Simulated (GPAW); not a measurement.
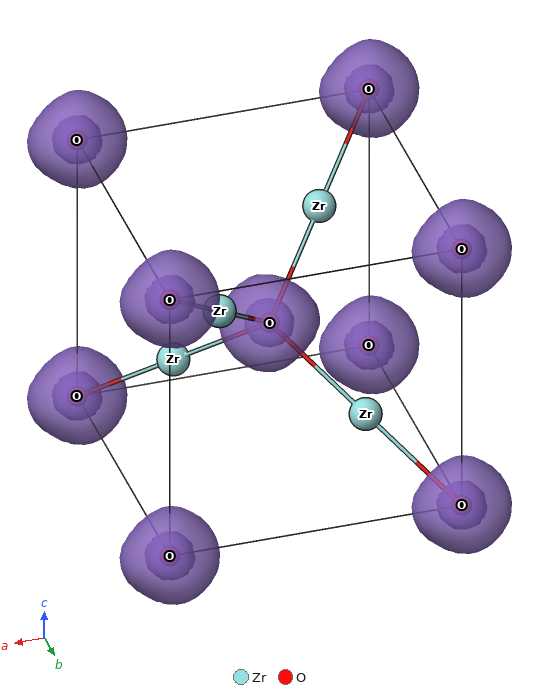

Zr₂O. Isosurface of the ELF at 0.75 (purple), seen at an oblique angle. Core shells and regions of very low density are left out. Sticks mark near contacts.

Space group Pn-3m; a structure from a database of computed crystals, not necessarily the ambient phase; computed pressure about −7 GPa in this cell.

Level of theory: GPAW 26.7.0, Kohn-Sham DFT of a periodic cell, PBEsol, PAW data sets made by gpaw-setup for the functional.

In a PAW calculation such maps are meaningful between the atoms, not at the nuclei.

**Identify the bonds, lone pairs and shells in this picture.**

The surface consists of two regions wrapped around O (the valence shell of each), counted in one cell of 6 atoms. Any copies at cell faces, edges or corners count once. Profiles from the grid: Zr–O (2.11 Å): the ELF peaks at about 0.85 in the valence shell of O, 0.6 Å from its nucleus, and drops to about 0.25 between the two atoms: no shared electron pair shows on this line.
